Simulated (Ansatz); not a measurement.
**Geometry relaxation, with input and output: C (part 2 of 2)**

C (slab, 24 atoms in the cell); DFT PBE+D3(BJ), scalar-relativistic, plane waves, PAW, no spin polarisation (Ansatz 0.2.0); cutoff 420 eV, 6×6×1 k-mesh, Gaussian smearing of 0.05 eV. The structure derives from an entry of the Crystallography Open Database. The input holds or restrains some coordinates. Forces given for the steps count only the free coordinates. It belongs to a series of runs on one base structure; here: clean slab, lower half held.

Geometry of the input (Å; fractional positions):
```
4.9301  0.0000  0.0000
-2.4650  4.2696  0.0000
0.0000  0.0000  23.6987
C  0.8333  0.6667  0.3587
C  0.8333  0.1667  0.3587
C  0.3333  0.6667  0.3587
C  0.3333  0.1667  0.3587
C  0.6667  0.3333  0.3587
C  0.6667  0.8333  0.3587
C  0.1667  0.3333  0.3587
C  0.1667  0.8333  0.3587
C  0.1667  0.8333  0.5000
C  0.1667  0.3333  0.5000
C  0.6667  0.8333  0.5000
C  0.6667  0.3333  0.5000
C  -0.0000  0.5000  0.5000
C  0.0000  0.0000  0.5000
C  0.5000  0.5000  0.5000
C  0.5000  0.0000  0.5000
C  0.5000  0.0000  0.6413
C  0.5000  0.5000  0.6413
C  0.0000  0.0000  0.6413
C  -0.0000  0.5000  0.6413
C  0.3333  0.6667  0.6413
C  0.3333  0.1667  0.6413
C  0.8333  0.6667  0.6413
C  0.8333  0.1667  0.6413
```

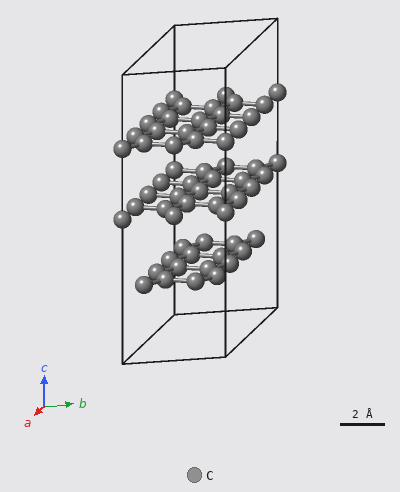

*The geometry at step 2 of the log (ball-and-stick view of the 2 × 1 repeat of the cell, with the vacuum cut short, seen slightly off an axis).*

### Output, continued
```
  k-point 0: bands = ["-19.1147", "-19.0075", "-18.8989", "-13.8029", "-13.8029", "-13.8029", "-13.7637", "-13.7637", "-13.7637", "-13.7217", "-13.7217", "-13.7217", "-12.7563", "-12.7563", "-12.7563", "-12.7229", "-12.7229", "-12.7229", "-12.6950", "-12.6950", "-12.6950", "-7.7740", "-7.1164", "-6.3811", "-5.9265", "-5.9265", "-5.9265", "-5.9079", "-5.9079", "-5.9079", "-5.8867", "-5.8867", "-5.8867", "-2.5226", "-2.5226", "-2.5176", "-2.5176", "-2.5095", "-2.5095", "-2.1267", "-2.1267", "-2.1267", "-1.8873", "-1.8873", "-1.8873", "-1.6124", "-1.6124", "-1.6124", "1.9682", "1.9682", "1.9682", "2.2730", "2.2730", "2.2730", "2.4704", "2.4704", "2.4704", "4.0098", "4.1975", "5.0332", "6.0231", "6.0927", "7.7307", "7.7646", "7.7646", "7.7646", "7.9061", "7.9061", "7.9061", "8.0476", "8.0476", "8.0476"]
  k-point 1: bands = ["-18.9496", "-18.8435", "-18.7360", "-15.1063", "-15.0258", "-14.9443", "-14.2290", "-14.2290", "-14.1583", "-14.1583", "-14.0870", "-14.0870", "-12.1185", "-12.1185", "-12.0616", "-12.0616", "-12.0030", "-12.0030", "-11.2771", "-11.2193", "-11.1602", "-7.5740", "-6.9203", "-6.4153", "-6.4153", "-6.3919", "-6.3919", "-6.3660", "-6.3660", "-6.1902", "-5.7633", "-5.7449", "-5.7240", "-3.1806", "-3.1747", "-3.1698", "-3.1564", "-2.8656", "-2.8570", "-2.8454", "-2.6976", "-2.3344", "-2.3344", "-2.2019", "-1.9684", "-1.9684", "-1.6049", "-1.6049", "2.2129", "2.2129", "2.4953", "2.4953", "2.7843", "2.7843", "2.9538", "3.2978", "3.6664", "4.2306", "4.4200", "5.2581", "6.2466", "6.2985", "7.8534", "7.9445", "7.9866", "8.1220", "8.4279", "8.4957", "8.4957", "8.6422", "8.6422", "8.7907"]
  k-point 2: bands = ["-18.4560", "-18.3531", "-18.2489", "-16.5131", "-16.4227", "-16.3311", "-14.6525", "-14.6525", "-14.5751", "-14.5751", "-14.4968", "-14.4968", "-10.9440", "-10.9440", "-10.8917", "-10.8917", "-10.8382", "-10.8382", "-9.1643", "-9.1169", "-9.0681", "-7.5684", "-7.5684", "-7.5366", "-7.5366", "-7.5031", "-7.5031", "-6.9785", "-6.3371", "-5.6234", "-5.2877", "-5.2702", "-5.2500", "-4.8322", "-4.8100", "-4.7856", "-4.6928", "-4.1183", "-3.6646", "-3.6516", "-3.6359", "-3.4923", "-2.6164", "-2.6164", "-2.1475", "-2.1475", "-1.6591", "-1.6591", "2.7736", "2.7736", "3.0278", "3.0278", "3.3129", "3.3129", "4.8925", "5.0866", "5.1087", "5.4242", "5.7549", "5.9326", "6.9132", "6.9160", "7.5080", "7.7366", "8.1190", "8.2461", "8.3356", "8.5606", "8.6629", "8.7639", "8.8431", "8.9365"]
  k-point 6: bands = ["-17.1551", "-17.1551", "-17.1551", "-17.0606", "-17.0606", "-17.0606", "-16.9649", "-16.9649", "-16.9649", "-12.1309", "-12.1309", "-12.0810", "-12.0799", "-12.0343", "-12.0343", "-10.0487", "-10.0487", "-10.0477", "-7.2693", "-7.2693", "-7.2693", "-7.2504", "-7.2504", "-7.2504", "-7.2297", "-7.2297", "-7.2297", "-5.9138", "-5.9138", "-5.9138", "-5.9000", "-5.9000", "-5.9000", "-5.8852", "-5.8852", "-5.8852", "-5.4279", "-5.4279", "-5.4279", "-4.8252", "-4.8252", "-4.8252", "-4.1618", "-4.1618", "-4.1618", "0.1692", "0.1692", "0.5017", "0.5189", "0.8509", "0.8509", "6.6389", "6.6389", "6.6389", "6.7218", "6.7218", "6.7218", "6.8541", "6.8541", "6.8541", "6.8871", "6.8871", "6.8871", "7.0548", "7.0548", "7.0548", "7.7277", "7.7277", "7.7277", "8.5459", "8.5459", "8.5459"]
--- Relaxed structure (2 steps of the walk, 2 accepted, 0 SCFs on fresh bases) ---
  F+E_penalty+E_count = -6025.52989551 eV   max|allowed force component| = 1.714e-2 eV/Å
  atoms:
    - { symbol: C, position: [0.8333333333333333, 0.6666666666666666, 0.35866927609999993] }
    - { symbol: C, position: [0.8333333333333334, 0.16666666666666663, 0.35866927609999993] }
    - { symbol: C, position: [0.3333333333333333, 0.6666666666666666, 0.35866927609999993] }
    - { symbol: C, position: [0.33333333333333337, 0.16666666666666663, 0.35866927609999993] }
    - { symbol: C, position: [0.6666666666666667, 0.3333333333333333, 0.35873721259999997] }
    - { symbol: C, position: [0.6666666666666665, 0.8333333333333333, 0.35873721259999997] }
    - { symbol: C, position: [0.16666666666666666, 0.33333333333333337, 0.35873721259999997] }
    - { symbol: C, position: [0.16666666666666655, 0.8333333333333333, 0.35873721259999997] }
    - { symbol: C, position: [0.16666666666666655, 0.8333333333333333, 0.49996603179999993] }
    - { symbol: C, position: [0.16666666666666666, 0.33333333333333337, 0.49996603179999993] }
    - { symbol: C, position: [0.6666666666666665, 0.8333333333333333, 0.49996603179999993] }
    - { symbol: C, position: [0.6666666666666667, 0.3333333333333333, 0.49996603179999993] }
    - { symbol: C, position: [0.0, 0.4999999999999999, 0.5000339681999999] }
    - { symbol: C, position: [0.0, 0.0, 0.5000339681999999] }
    - { symbol: C, position: [0.49999999999999994, 0.49999999999999994, 0.5000339681999999] }
    - { symbol: C, position: [0.5, 0.0, 0.5000339681999999] }
    - { symbol: C, position: [0.5, 0.0, 0.6412627873999999] }
    - { symbol: C, position: [0.49999999999999994, 0.49999999999999994, 0.6412627873999999] }
    - { symbol: C, position: [0.0, 0.0, 0.6412627873999999] }
    - { symbol: C, position: [0.0, 0.4999999999999999, 0.6412627873999999] }
    - { symbol: C, position: [0.3333333333333333, 0.6666666666666666, 0.6413307238999999] }
    - { symbol: C, position: [0.33333333333333337, 0.16666666666666663, 0.6413307238999999] }
    - { symbol: C, position: [0.8333333333333333, 0.6666666666666666, 0.6413307238999999] }
    - { symbol: C, position: [0.8333333333333334, 0.16666666666666663, 0.6413307238999999] }
```

### Trajectory as extended XYZ (Å, eV, eV/Å), 2 frames, from step=1 to step=2
```
24
Lattice="4.9301 0.0000 0.0000 -2.4650 4.2696 0.0000 0.0000 0.0000 23.6987" Properties=species:S:1:pos:R:3:forces:R:3 step=1 energy=-6025.52989
C     2.4651    2.8464    8.5000    0.0000   0.0000   0.0097
C     3.6976    0.7116    8.5000    0.0000   0.0000   0.0097
C     0.0000    2.8464    8.5000    0.0000   0.0000   0.0097
C     1.2325    0.7116    8.5000    0.0000   0.0000   0.0097
C     2.4651    1.4232    8.5016    0.0000   0.0000  -0.0172
C     1.2325    3.5580    8.5016    0.0000   0.0000  -0.0172
C     0.0000    1.4232    8.5016    0.0000   0.0000  -0.0172
C    -1.2325    3.5580    8.5016    0.0000   0.0000  -0.0172
C    -1.2325    3.5580   11.8486    0.0000   0.0000  -0.0003
C     0.0000    1.4232   11.8486    0.0000   0.0000  -0.0003
C     1.2325    3.5580   11.8486    0.0000   0.0000  -0.0003
C     2.4651    1.4232   11.8486    0.0000   0.0000  -0.0003
C    -1.2325    2.1348   11.8502    0.0000   0.0000   0.0003
C     0.0000    0.0000   11.8502    0.0000   0.0000   0.0003
C     1.2325    2.1348   11.8502    0.0000   0.0000   0.0003
C     2.4651    0.0000   11.8502    0.0000   0.0000   0.0003
C     2.4651    0.0000   15.1971    0.0000   0.0000   0.0172
C     1.2325    2.1348   15.1971    0.0000   0.0000   0.0172
C     0.0000    0.0000   15.1971    0.0000   0.0000   0.0172
C    -1.2325    2.1348   15.1971    0.0000   0.0000   0.0172
C     0.0000    2.8464   15.1987    0.0000   0.0000  -0.0097
C     1.2325    0.7116   15.1987    0.0000   0.0000  -0.0097
C     2.4651    2.8464   15.1987    0.0000   0.0000  -0.0097
C     3.6976    0.7116   15.1987    0.0000   0.0000  -0.0097
24
Lattice="4.9301 0.0000 0.0000 -2.4650 4.2696 0.0000 0.0000 0.0000 23.6987" Properties=species:S:1:pos:R:3:forces:R:3 step=2 energy=-6025.52990
C     2.4651    2.8464    8.5000    0.0000   0.0000   0.0097
C     3.6976    0.7116    8.5000    0.0000   0.0000   0.0097
C     0.0000    2.8464    8.5000    0.0000   0.0000   0.0097
C     1.2325    0.7116    8.5000    0.0000   0.0000   0.0097
C     2.4651    1.4232    8.5016    0.0000   0.0000  -0.0171
C     1.2325    3.5580    8.5016    0.0000   0.0000  -0.0171
C     0.0000    1.4232    8.5016    0.0000   0.0000  -0.0171
C    -1.2325    3.5580    8.5016    0.0000   0.0000  -0.0171
C    -1.2325    3.5580   11.8486    0.0000   0.0000  -0.0003
C     0.0000    1.4232   11.8486    0.0000   0.0000  -0.0003
C     1.2325    3.5580   11.8486    0.0000   0.0000  -0.0003
C     2.4651    1.4232   11.8486    0.0000   0.0000  -0.0003
C    -1.2325    2.1348   11.8502    0.0000   0.0000   0.0003
C     0.0000    0.0000   11.8502    0.0000   0.0000   0.0003
C     1.2325    2.1348   11.8502    0.0000   0.0000   0.0003
C     2.4651    0.0000   11.8502    0.0000   0.0000   0.0003
C     2.4651    0.0000   15.1971    0.0000   0.0000   0.0171
C     1.2325    2.1348   15.1971    0.0000   0.0000   0.0171
C     0.0000    0.0000   15.1971    0.0000   0.0000   0.0171
C    -1.2325    2.1348   15.1971    0.0000   0.0000   0.0171
C     0.0000    2.8464   15.1987    0.0000   0.0000  -0.0097
C     1.2325    0.7116   15.1987    0.0000   0.0000  -0.0097
C     2.4651    2.8464   15.1987    0.0000   0.0000  -0.0097
C     3.6976    0.7116   15.1987    0.0000   0.0000  -0.0097
```

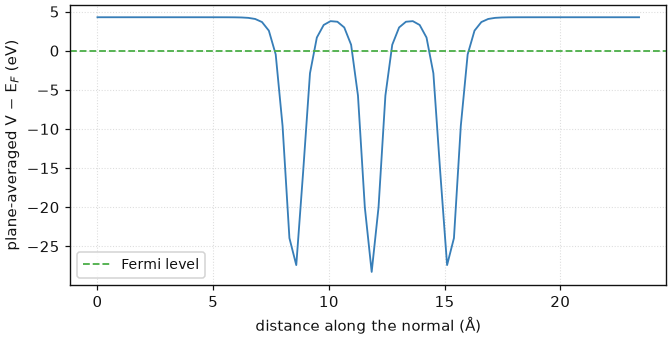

*Plane average of the electrostatic potential energy of an electron across the cell, from the Fermi level.*

The vacuum level lies 4.28 eV above the Fermi level.

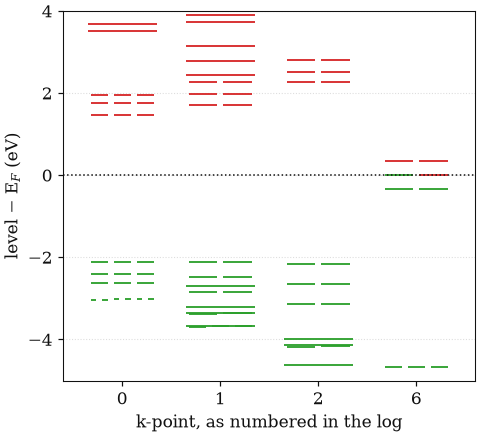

*Kohn–Sham levels near the Fermi level (dotted) at the few k-points that the log prints; levels within 0.02 eV of each other stand side by side.*

Among these points the highest filled and lowest empty levels are 0.02 eV apart, which is the gap on the mesh.
